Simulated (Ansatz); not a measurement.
# Two runs on BaTiO3

System: BaTiO3 (Amm2, 5 atoms in the cell).
Method of run A: DFT PBE, scalar-relativistic, plane waves, PAW, spin-polarised (Ansatz 0.2.0).

The structure derives from an entry of the Crystallography Open Database. Text and figures count atoms from 1; the logs count them from 0 in places.

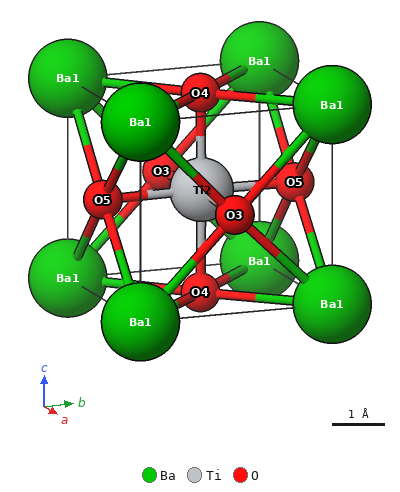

Figure 1. The structure (ball-and-stick view of the cell of the calculation, seen slightly off an axis; atoms are numbered from 1 in the order of the input). An atom can appear more than once, as a periodic image.

**Input file, run A**
```yaml
crystal:
  lattice:
    - [3.9841, 0.0, 0.0]
    - [0.0, 2.83705, 2.8458]
    - [0.0, -2.83705, 2.8458]
  atoms:
    - { symbol: Ba, position: [0.0, 0.0, 0.0] }
    - { symbol: Ti, position: [0.5, 0.5079, 0.5079], spin: 2.5 }
    - { symbol: O, position: [0.0, 0.4921, 0.4921] }
    - { symbol: O, position: [0.5, 0.50251, 0.99371] }
    - { symbol: O, position: [0.5, 0.99371, 0.50251] }
basis:
  ecutwfc: 420
kpoints:
  mp_grid: { grid: [8, 8, 8] }
hamiltonian:
  xc: pbe
scf:
  occupations: { method: gaussian, width: 0.02 }
output:
  forces: true
  stress: true
  eigenvalues: true
  populations: true
magnetization:
  spin_polarized: true
```

Command:
```bash
ansatz run input.yaml --threads 1 --pin off --max-ram 2560MiB --backend cpu --events-out ev --progress --plain --runs-dir out
```

Hardware: 1 thread of Arm Neoverse V1, 24 GiB of memory available, shared host.

**Output, shortened to warnings, some set-up lines, iterations and results (run A)**
```
Warning: where an SCF of this run starts from atoms to list the orders of its open shells, Ti (site 1, from 0) starts with 2.00 μB on its 3d shell, in the place of the 2.50 μB that the deck gives it: its open shells can hold no more by Hund's first rule. To start from spheres of the given moment, type scf.initial_density.shell_occupations: []
WARN: the starting moments were not kept: the SCF closed with an absolute magnetisation of 2.4e-6 μB, where they sum to 2.5 μB in size (1 site). That is at most 0.1 of that sum. Measured as dr2_m measures the in/out step, that magnetisation stands 9.6e-13 eV from none, at or under the dr2_threshold of 1.0e-7 eV: it is no larger than a step whose dr2_m would equal this threshold. The system may …
Basis set: ecut = 420 eV, 1249 PW (Γ), exchange–correlation on 54×54×54 points (8 copies of the dense FFT grid, shifted against one another)
Symmetry: 4 space group operations
k-points: 105 of 512 (time reversal used)
Initial density: superposition of atomic densities (chi_scale 0.1, normalization cell, long waves kept (reshape's long-wave potential 0.00 eV rms))
[...]
SCF iter   1: F=—  HF=-10160.900539 eV  |F-HF|=—  |Δ(HF+E_count)|=         —  Δρ=7.14e-2 (↑7.14e-2 ↓4.75e-2)  dr2=1.97e0  dr2_m=1.79e0  M=0.000 μB ∫|m|=0.179 μB  β_m=0.30  …
SCF iter   2: F=—  HF=-10160.114135 eV  |F-HF|=—  |Δ(HF+E_count)|=   7.86e-1  Δρ=4.87e-2 (↑4.87e-2 ↓3.61e-2)  dr2=9.41e-1  dr2_m=9.07e-1  M=0.000 μB ∫|m|=0.133 μB  β_m=0.64  …
SCF iter   3: F=—  HF=-10159.548170 eV  |F-HF|=—  |Δ(HF+E_count)|=   5.66e-1  Δρ=4.07e-3 (↑3.23e-3 ↓4.07e-3)  dr2=2.74e-2  dr2_m=1.25e-3  M=0.000 μB ∫|m|=0.035 μB  β_m=0.77  …
SCF iter   4: F=—  HF=-10159.564511 eV  |F-HF|=—  |Δ(HF+E_count)|=   1.63e-2  Δρ=1.45e-3 (↑1.01e-3 ↓1.45e-3)  dr2=3.53e-3  dr2_m=1.19e-4  M=0.000 μB ∫|m|=0.012 μB  β_m=0.88  …
SCF iter   5: F=—  HF=-10159.565956 eV  |F-HF|=—  |Δ(HF+E_count)|=   1.45e-3  Δρ=1.24e-3 (↑1.24e-3 ↓1.06e-3)  dr2=2.85e-3  dr2_m=5.98e-6  M=0.000 μB ∫|m|=0.003 μB  β_m=0.71  …
SCF iter   6: F=—  HF=-10159.565745 eV  |F-HF|=—  |Δ(HF+E_count)|=   2.11e-4  Δρ=1.96e-4 (↑1.96e-4 ↓1.84e-4)  dr2=6.71e-5  dr2_m=2.72e-6  M=0.000 μB ∫|m|=0.002 μB  β_m=0.85  …
SCF iter   7: F=—  HF=-10159.567612 eV  |F-HF|=—  |Δ(HF+E_count)|=   1.87e-3  Δρ=1.46e-4 (↑1.35e-4 ↓1.46e-4)  dr2=3.86e-5  dr2_m=3.46e-7  M=0.000 μB ∫|m|=0.001 μB  β_m=0.74  …
SCF iter   8: F=—  HF=-10159.567609 eV  |F-HF|=—  |Δ(HF+E_count)|=   3.71e-6  Δρ=4.05e-5 (↑4.05e-5 ↓3.95e-5)  dr2=2.95e-6  dr2_m=1.05e-7  M=0.000 μB ∫|m|=0.000 μB  β_m=0.76  …
SCF iter   9: F=—  HF=-10159.567610 eV  |F-HF|=—  |Δ(HF+E_count)|=   1.57e-6  Δρ=1.19e-5 (↑9.95e-6 ↓1.19e-5)  dr2=3.38e-7  dr2_m=3.47e-9  M=0.000 μB ∫|m|=0.000 μB  β_m=0.88  …
SCF iter  10: F=—  HF=-10159.567610 eV  |F-HF|=—  |Δ(HF+E_count)|=   1.91e-7  Δρ=2.96e-6 (↑2.60e-6 ↓2.96e-6)  dr2=1.82e-8  dr2_m=1.73e-10  M=0.000 μB ∫|m|=0.000 μB  β_m=0.94  …
SCF iter  11: F=-10159.567610 eV  HF=-10159.567610 eV  |F-HF|=4.55e-10  |Δ(HF+E_count)|=   1.26e-8  Δρ=5.42e-7 (↑5.42e-7 ↓5.21e-7)  dr2=6.66e-10  dr2_m=6.02e-12  M=0.000 μB …
SCF 1 converged in 11 iterations: F = -10159.567610 eV  dr2 = 6.66e-10
WARN: the starting moments were not kept: the SCF closed with an absolute magnetisation of 2.4e-6 μB, where they sum to 2.5 μB in size (1 site). That is at most 0.1 of that sum. Measured as dr2_m measures the in/out step, that magnetisation stands 9.6e-13 eV from none, at or under the dr2_threshold …
SCF converged after 11 iterations
Magnetization: 0.0000 μB (20.0000 up, 20.0000 down)
Absolute magnetization: 0.0000 μB (∫|ρ↑−ρ↓|, with the PAW one-centre terms)
Spin contamination: 0.0000 ħ² per cell (⟨S²⟩ above its minimum at these occupations)
Per-site moments (μB) at R_I (Å): [(1.637433258921159e-8, 1.1553449985), (6.430454605359126e-7, 0.8052931492784361), (-3.1760409666763224e-7, 0.8225574902691973), (-3.1378605705156556e-7, 0.8052931492784361), (-3.13786057231075e-7, 0.8052931492784361)]
Free energy (F): -10159.567610 eV
Harris-Foulkes:  -10159.567610 eV  (|F-HF|=4.55e-10)
Internal energy: -10159.567610 eV  (E = F + TS)
E sigma→0 (E₀):  -10159.567610 eV
Fermi energy:    11.186825 eV
--- Per-component energies (eV) ---
  E_band       = -141.909522
  E_kinetic    = 969.821133
  E_local      = -2100.616255  (includes V_loc(G=0)·N_el)
  E_nonlocal   = 203.468816
  E_hartree    = 820.181402
  E_xc         = -491.472583
  E_vxc        = -546.146240  (∫ρ·V_xc dr)
[...]
```

For run B the input was changed thus:
```diff
-    - { symbol: Ti, position: [0.5, 0.5079, 0.5079], spin: 2.5 }
+    - { symbol: Ti, position: [0.5, 0.5079, 0.5079] }
-magnetization:
-  spin_polarized: true
```

Predict how the results change.

The energy is the same within 0.01 meV per atom. The SCF takes 6 iterations against 11. On the same kind of shared host run B took about 0.32 times as long. The two runs start from different initial densities, which also moves the count.

**Output, shortened to warnings, some set-up lines, iterations and results (run B)**
```
Basis set: ecut = 420 eV, 1249 PW (Γ), exchange–correlation on 54×54×54 points (8 copies of the dense FFT grid, shifted against one another)
Symmetry: 4 space group operations
k-points: 105 of 512 (time reversal used)
Initial density: superposition of atomic densities (neutral atoms: chi_scale 0, normalization atom), corrected by the library's trained network
[...]
SCF iter   1: F=—  HF=-10159.567880 eV  |F-HF|=—  |Δ(HF+E_count)|=         —  Δρ=1.60e-3  dr2=9.29e-4  ethr=1.77e-3  ⟨swp⟩=6.3  Hψ=13232  notcnv=0
SCF iter   2: F=—  HF=-10159.568156 eV  |F-HF|=—  |Δ(HF+E_count)|=   2.76e-4  Δρ=7.75e-4  dr2=2.35e-4  ethr=2.32e-6  ⟨swp⟩=2.0  Hψ=5630  notcnv=0  defer=22
SCF iter   3: F=—  HF=-10159.568286 eV  |F-HF|=—  |Δ(HF+E_count)|=   1.30e-4  Δρ=1.09e-4  dr2=1.32e-5  ethr=5.87e-7  ⟨swp⟩=2.9  Hψ=4221  notcnv=0  defer=22
SCF iter   4: F=—  HF=-10159.567610 eV  |F-HF|=—  |Δ(HF+E_count)|=   6.75e-4  Δρ=5.71e-5  dr2=2.53e-6  ethr=3.31e-8  ⟨swp⟩=2.0  Hψ=4513  notcnv=0  defer=22
SCF iter   5: F=—  HF=-10159.567610 eV  |F-HF|=—  |Δ(HF+E_count)|=   1.34e-7  Δρ=1.91e-5  dr2=1.39e-7  ethr=6.32e-9  ⟨swp⟩=2.6  Hψ=4530  notcnv=0  defer=22
SCF iter   6: F=-10159.567610 eV  HF=-10159.567610 eV  |F-HF|=5.51e-10  |Δ(HF+E_count)|=   1.44e-8  Δρ=4.56e-6  dr2=7.16e-9  ethr=2.50e-10  ⟨swp⟩=8.3  Hψ=12072  notcnv=0
SCF 1 converged in 6 iterations: F = -10159.567610 eV  dr2 = 7.16e-9
SCF converged after 6 iterations
Free energy (F): -10159.567610 eV
Harris-Foulkes:  -10159.567610 eV  (|F-HF|=5.51e-10)
Internal energy: -10159.567610 eV  (E = F + TS)
E sigma→0 (E₀):  -10159.567610 eV
Fermi energy:    11.186846 eV
--- Per-component energies (eV) ---
  E_band       = -141.909118
  E_kinetic    = 969.821203
  E_local      = -2100.615420  (includes V_loc(G=0)·N_el)
  E_nonlocal   = 203.468676
  E_hartree    = 820.180620
  E_xc         = -491.472678
  E_vxc        = -546.146356  (∫ρ·V_xc dr)
  E_paw        = -6744.450242  (= ΣΔE_a)
  E_vpaw       = -308.806925  (= ΣTr[D̂ρ^β])
  E_aug_tail   = 0.007408  (compensation charges beyond the density's cutoff)
  E_ewald      = -2816.507178
  E_smearing   = -0.000000  (= −TS)
  E_closure    = -0.000000  (closes the sum)
  Σ components = -10159.567610   (vs F -10159.567610, Δ=0.00e0)
--- Forces (eV/Å), atoms counted from 1 ---
  atom   1  Ba    -0.00000000     0.00000000     0.08853127
  atom   2  Ti    -0.00000000     0.00000000     0.20108983
  atom   3  O     -0.00000000     0.00000000     0.09003063
  atom   4  O     -0.00000000     0.01256639    -0.18982664
  atom   5  O     -0.00000000    -0.01256639    -0.18982664
  max |Σ_I F_I| component: 1.55e-6 eV/Å
--- Stress (GPa, compression-positive) ---
        2.600595       0.000000       0.000000
        0.000000       1.934987      -0.000000
        0.000000      -0.000000       1.229106
  P = ⅓ Tr σ = 1.9216 GPa (19.216 kbar)
--- Löwdin populations: 5 sites ---
  site symbol       q [e]
     0     Ba      8.2274
     1     Ti     10.7839
     2      O      6.8728
     3      O      6.8797
     4      O      6.8797
  spilling = 0.008914 (of n_electrons = 40.000000)
```

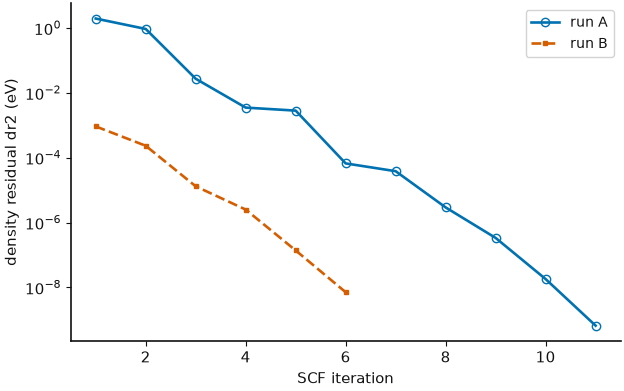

Figure 2. Convergence of the two runs: density residual dr2 against the SCF iteration. Run A takes 11 iterations in all, and run B takes 6.

**The two runs side by side**

| quantity | run A | run B |
| --- | --- | --- |
| outcome | converged | converged |
| free energy per atom (eV) | −2031.9135 | −2031.9135 |
| gap on the mesh (eV) | 1.86 | 1.86 |
| net moment of the cell (μB) | 0.00 | – |
| absolute moment of the cell (μB) | 0.00 | – |
| pressure (GPa) | 1.92 | 1.92 |
| largest force (eV/Å) | 0.201 | 0.201 |
| SCF iterations | 11 | 6 |
| irreducible k-points | 105 | 105 |
| plane waves at Γ | 1249 | 1249 |
| wall time (shared host) | 78 s | 25 s |

For run A: Warnings: some starting moments were not kept.
